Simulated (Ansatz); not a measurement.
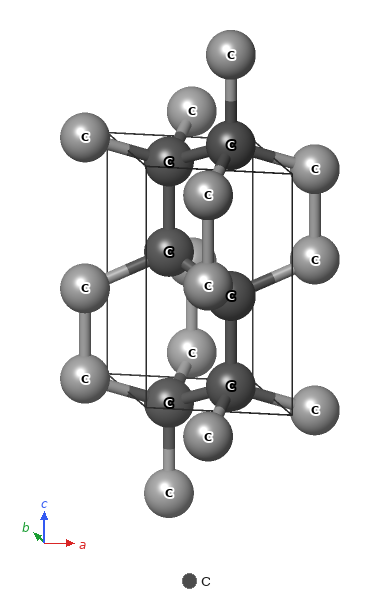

We look at a ball-and-stick model of the crystal slightly off an axis. The lines enclose the unit cell; boundary atoms appear with their images. Bonds that leave the box are completed with the atoms at their other ends, in fainter colours.

C, a = 2.504 Å, b = 2.449 Å, c = 4.169 Å, α = 90.00°, β = 90.00°, γ = 117.84°. Strictly the space group is P2_1/m (No. 11, within 0.01 Å). It is a distorted form of a primitive hexagonal structure, space group P6_3/mmc (No. 194) within 0.25 Å: hexagonal diamond (lonsdaleite type). The model was built from a structure type filled with this element by a generator (whether the element takes this form wasn't checked). The cell was then strained or its atoms displaced on purpose. An electronic-structure calculation with Ansatz was run on it.

This one geometry was computed with Ansatz (DFT, plane waves, PAW) at three levels of theory: r2SCAN, HSE06 and PBE. It was relaxed with r2SCAN and then strained.

Q: Which level gives the highest pressure at this volume, and what does that say about its equilibrium volume?

A: Highest: PBE (5.1 GPa), which points to the largest equilibrium volume. Lowest, with the smallest volume: HSE06 (-4.9 GPa). Levels within 0.5 GPa of each other can't be told apart.

Q: How does the band gap change with the level of theory?

A: PBE: a gap of 3.14 eV, indirect; r2SCAN: a gap of 3.41 eV, indirect; HSE06: a gap of 4.20 eV, indirect.

Q: Collect the results in a table.

A:
| level | cutoff (eV) | k-mesh of the run's cell | gap (eV) | pressure (GPa) |
| --- | --- | --- | --- | --- |
| r2SCAN | 500 | 12×12×6 | 3.41 | 0.9 |
| HSE06 | 420 | 9×9×4 | 4.20 | -4.9 |
| PBE | 420 | 12×12×6 | 3.14 | 5.1 |

Gaps are taken on the k-mesh or band path of each run.
